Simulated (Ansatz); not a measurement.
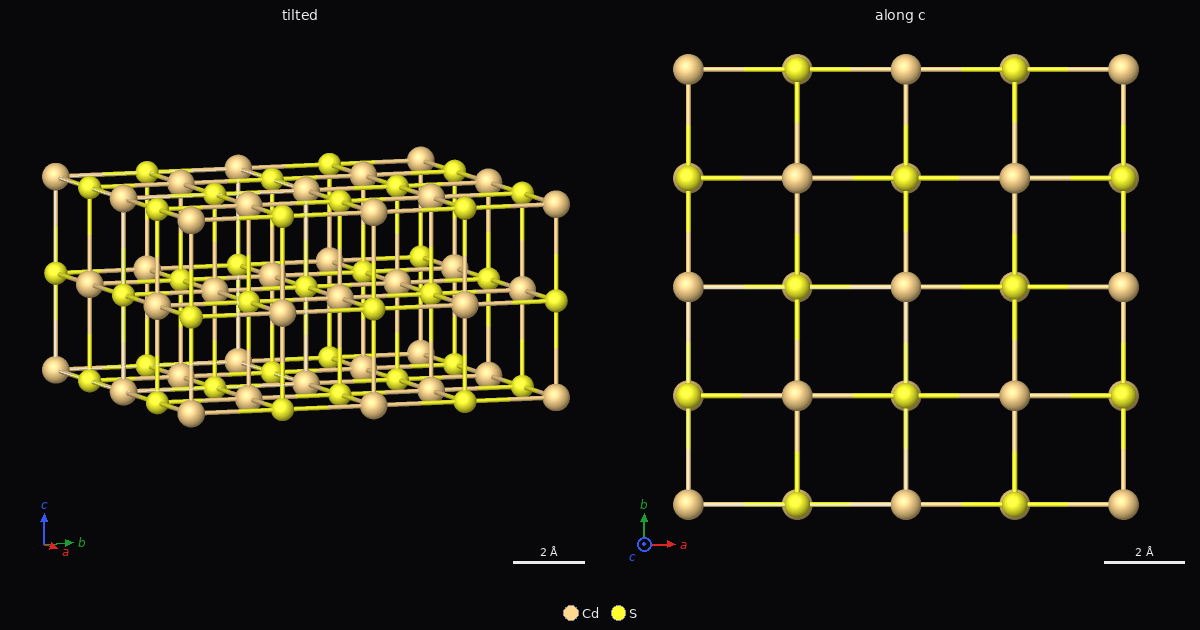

Shown here is a ball-and-stick view of the crystal, taken slightly off an axis and along the c axis. The solid box is one conventional unit cell, and 2×2×1 cells are shown.

CdS, space group Fm-3m (No. 225), a = 5.49 Å, b = 5.49 Å, c = 5.49 Å, α = 90.00°, β = 90.00°, γ = 90.00°.

The numbers come from Ansatz, DFT PBE, scalar-relativistic, plane waves, PAW, using plane waves to 420 eV, k-points about 0.16 Å⁻¹ apart, Gaussian smearing of 0.01 eV, no spin polarisation.

Question: Predict the gap.

Answer: A semiconductor at this level, with a gap of 0.26 eV on the k-mesh (the true edges may lie between mesh points, so the gap can be somewhat smaller).

Source of the structure: a structure listed in the Materials Project. The picture shows the end point of a geometry optimisation with Ansatz 0.2.0, DFT PBE, scalar-relativistic, plane waves, PAW.
